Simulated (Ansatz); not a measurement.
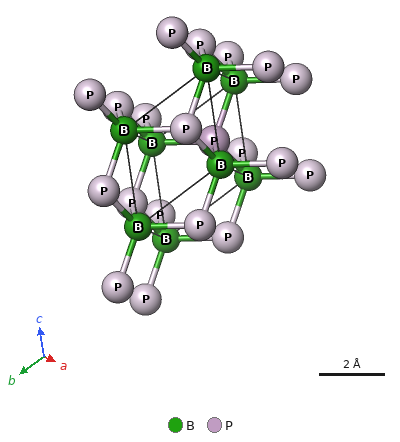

**Figure 1.** The input geometry (ball-and-stick view of the reduced cell, seen at an oblique angle; neighbours outside the cell are drawn fainter). An atom can appear more than once, as a periodic image. Near neighbours in the periodic cell (some may lie outside the picture): B has 4 P at 1.97 Å; P has 4 B at 1.97 Å.

Single-point calculation of BP

The run: single-point calculation of BP (2 atoms in the cell). Method and program: DFT PBE, scalar-relativistic, plane waves, PAW, no spin polarisation (Ansatz 0.2.0).

The structure derives from an entry of the Crystallography Open Database. It belongs to a series of runs on one base structure; here: strain +0.0100 x Voigt [0, 1, 0, 0, 0, 0], atoms carried along.

**What the program printed**
```
Engine: ansatz 0.2.0, x86_64-unknown-linux-gnu
Pseudopotentials: kind: paw
Pseudopotential: B, paw, valence charge 3, recommended cutoff 420 eV (normal), B.paw.azcp
Pseudopotential: P, paw, valence charge 5, recommended cutoff 420 eV (normal), P.paw.azcp
Functional definition: PBE
  parameter kappa = 0.804
  parameter beta = 0.06672455060314922
  exchange = pbe_x(kappa = kappa, mu = beta*pi^2/3)
  correlation = pbe_c(beta = beta)
Crystal: 2 atoms, lattice volume = 23.597 Å³
Basis set: ecut = 420 eV, 459 PW (Γ), exchange–correlation on 48×48×48 points (8 copies of the dense FFT grid, shifted against one another)
Bands: 8, of which v1, the nominal top of the filled ones, is band 4 counted from 1 (3 counted from 0)
Symmetry: 8 space group operations
Space group: I-4m2 (ITA 119), of the structure as read, at distance tolerance 2.9e-5 Å
k-points: 102 of 1000 (time reversal used)
Non-local potential: B, projectors of the file, l = 0: 2, l = 1: 2, l = 2: 1
Non-local potential: P, projectors of the file, l = 0: 2, l = 1: 2, l = 2: 2
PAW form: soft (Blöchl's): semilocal exchange-correlation on the pseudo side does not see the compensation charge
PAW one-centre angular grid: B, 110 points (default); XC on 64 Gauss nodes
PAW one-centre angular grid: P, 110 points (default); XC on 64 Gauss nodes
Initial density: superposition of atomic densities (neutral atoms: chi_scale 0, normalization atom), corrected by the library's trained network
Initial wavefunctions: pseudopotential atomic-orbital guess
Functional: x = pbe(κ = 0.804, μ = 0.2195149727645171), c = pbe(β = 0.06672455060314922)
SCF iter   1: F=—  HF=-912.445485 eV  |F-HF|=—  |Δ(HF+E_count)|=         —  Δρ=1.57e-3  dr2=5.37e-4  ethr=1.77e-3  ⟨swp⟩=6.1  Hψ=7565  notcnv=0
preconditioner: auto → none  [insulator: Δε(μ)=1.178 eV  Ē_g=12.725 eV  σ=0.050 eV  W_gap=1.00  n_scr=0 (ndim 8)  ℏωp=21.6 eV  f_vac=0.000  D(μ)=0.00/eV (n_scr^D=0)  ε∞_Penn≈3.9]
SCF iter   2: F=—  HF=-912.445612 eV  |F-HF|=—  |Δ(HF+E_count)|=   1.27e-4  Δρ=8.90e-4  dr2=1.89e-4  ethr=6.72e-6  ⟨swp⟩=2.3  Hψ=2026  notcnv=0
SCF iter   3: F=—  HF=-912.445573 eV  |F-HF|=—  |Δ(HF+E_count)|=   3.93e-5  Δρ=4.11e-4  dr2=1.95e-5  ethr=2.36e-6  ⟨swp⟩=2.0  Hψ=1155  notcnv=0
SCF iter   4: F=—  HF=-912.445594 eV  |F-HF|=—  |Δ(HF+E_count)|=   2.13e-5  Δρ=1.41e-4  dr2=5.99e-6  ethr=2.44e-7  ⟨swp⟩=2.0  Hψ=1223  notcnv=0
SCF iter   5: F=—  HF=-912.445593 eV  |F-HF|=—  |Δ(HF+E_count)|=   1.51e-6  Δρ=4.46e-5  dr2=5.99e-7  ethr=7.49e-8  ⟨swp⟩=2.0  Hψ=1113  notcnv=0
SCF iter   6: F=-912.445593 eV  HF=-912.445593 eV  |F-HF|=3.82e-8  |Δ(HF+E_count)|=   1.56e-7  Δρ=1.32e-5  dr2=5.28e-8  ethr=1.25e-9  ⟨swp⟩=7.2  Hψ=6079  notcnv=0
SCF 1 converged in 6 iterations: F = -912.445593 eV  dr2 = 5.28e-8
  greatest PAW one-centre occupation: 0.774 electrons in one spin orbital (limit 2), on the P atom at site 1 (counted from 0), in its partial waves of l = 0
```

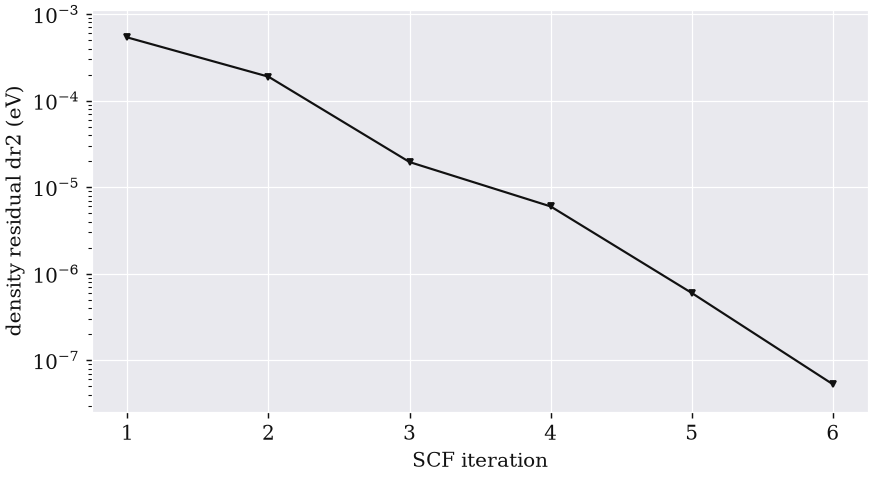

**Figure 2.** Convergence of the self-consistent field: density residual dr2 against the SCF iteration. The residual falls at every step.

```
SCF converged after 6 iterations
Free energy (F): -912.445593 eV
Harris-Foulkes:  -912.445593 eV  (|F-HF|=3.82e-8)
Internal energy: -912.445593 eV  (E = F + TS)
E sigma→0 (E₀):  -912.445593 eV
Fermi energy:    9.752233 eV
--- Per-component energies (eV) ---
  E_band       = 21.409569
  E_kinetic    = 121.201691
  E_local      = -68.605946  (includes V_loc(G=0)·N_el)
  E_nonlocal   = 44.962990
  E_hartree    = 17.175071
  E_xc         = -94.691852
  E_vxc        = -100.313694  (∫ρ·V_xc dr)
  E_paw        = -647.937554  (= ΣΔE_a)
  E_vpaw       = -10.185948  (= ΣTr[D̂ρ^β])
  E_aug_tail   = 0.000000  (compensation charges beyond the density's cutoff)
  E_ewald      = -284.549994
  E_smearing   = -0.000000  (= −TS)
  E_closure    = 0.000000  (closes the sum)
  Σ components = -912.445593   (vs F -912.445593, Δ=0.00e0)
--- Forces (eV/Å), atoms counted from 1 ---
  atom   1  B     -0.00000000     0.00000000     0.00000000
  atom   2  P      0.00000000     0.00000000    -0.00000000
  max |Σ_I F_I| component: 1.94e-16 eV/Å
--- Stress (GPa, compression-positive) ---
        0.399353      -0.000000       0.000000
       -0.000000      -2.277149       0.000000
        0.000000       0.000000       0.399353
  P = ⅓ Tr σ = -0.4928 GPa (-4.928 kbar)
--- Band table (eV; the first three rows and the last of 102) ---
  k-point 0: bands = ["-6.2393", "9.0638", "9.1619", "9.1619", "12.5005", "12.5005", "12.5563", "16.3481"]
  k-point 1: bands = ["-6.0607", "7.8350", "8.8028", "8.8737", "12.8980", "12.9061", "12.9816", "16.8799"]
  k-point 2: bands = ["-5.5319", "5.5103", "8.2389", "8.3280", "13.1097", "13.6338", "13.6437", "18.0813"]
  k-point 101: bands = ["-1.5010", "0.5395", "5.1206", "5.1206", "10.5578", "10.8923", "21.1182", "21.1182"]
```

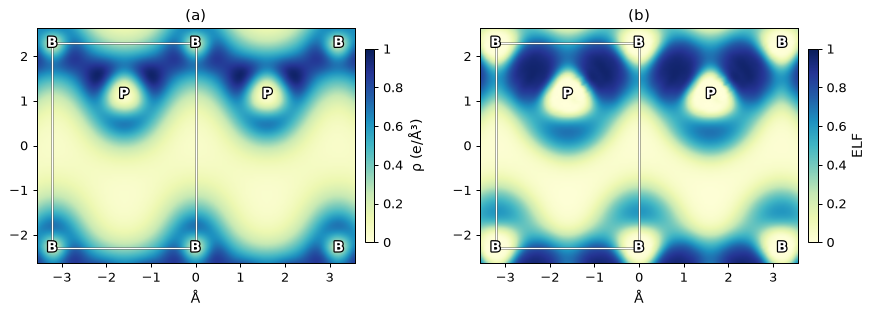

**Figure 3.** (a) valence charge density (pseudo); (b) electron localisation function on the (100) plane of the conventional cell. Atoms in the plane: B and P. B–P (1.97 Å): ρ at the midpoint is about 0.89 e/Å³; the ELF peaks at about 0.95 between the atoms, as expected for localised, shared-pair bonding. Away from the nuclei the density in this plane falls to 0.04 e/Å³ at its lowest. The fields are those of the smooth PAW valence density.

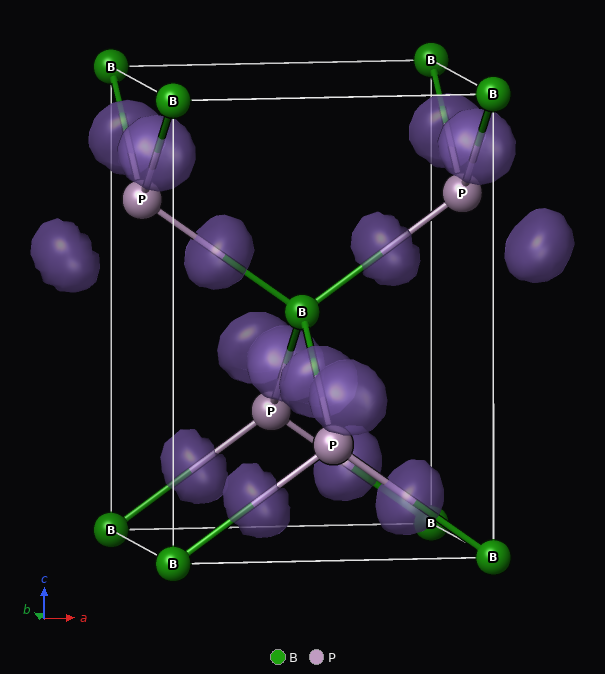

**Figure 4.** Isosurface of the electron localisation function at 0.9 (purple), seen slightly off an axis. Only the valence region is drawn (cores and ρ < 0.01 e/Å³ removed). Sticks mark near contacts. The outline is the cell set on symmetry axes. Along the contacts the grid gives the following. B–P (1.97 Å): the ELF peaks at about 0.95 between the atoms (a covalent bond).

This output came from the following input.

**Input file**
```yaml
crystal:
  lattice:
    - [0.0, 2.29169, 2.269]
    - [2.269, 0.0, 2.269]
    - [2.269, 2.29169, 0.0]
  atoms:
    - { symbol: B, position: [0.0, 0.0, 0.0] }
    - { symbol: P, position: [0.75, 0.75, 0.75] }
basis:
  ecutwfc: 420
kpoints:
  mp_grid: { grid: [10, 10, 10] }
hamiltonian:
  xc: pbe
scf:
  occupations: { method: gaussian, width: 0.05 }
output:
  forces: true
  stress: true
  eigenvalues: true
  write_density: true
  write_potential: true
  elf: true
  volumetric_format: npy
```

Run as:
```bash
ansatz run input.yaml --threads 1 --pin off --max-ram 2560MiB --backend cpu --events-out ev --progress --plain --runs-dir out
```

**Summary**

```csv
quantity,value
outcome,converged
space group (tolerance 0.01 Å),I-4m2 (119)
electrons treated,8
free energy,−912.4456 eV
Fermi energy,9.752 eV
gap on the k-point mesh,1.18 eV
pressure,−0.49 GPa
largest force (length of the vector),under 0.001 eV/Å
hardware,"1 thread of Intel Xeon (Sapphire Rapids), 16 GiB of memory available, shared host"
wall time,2.1 s
peak memory,0.37 GiB
```
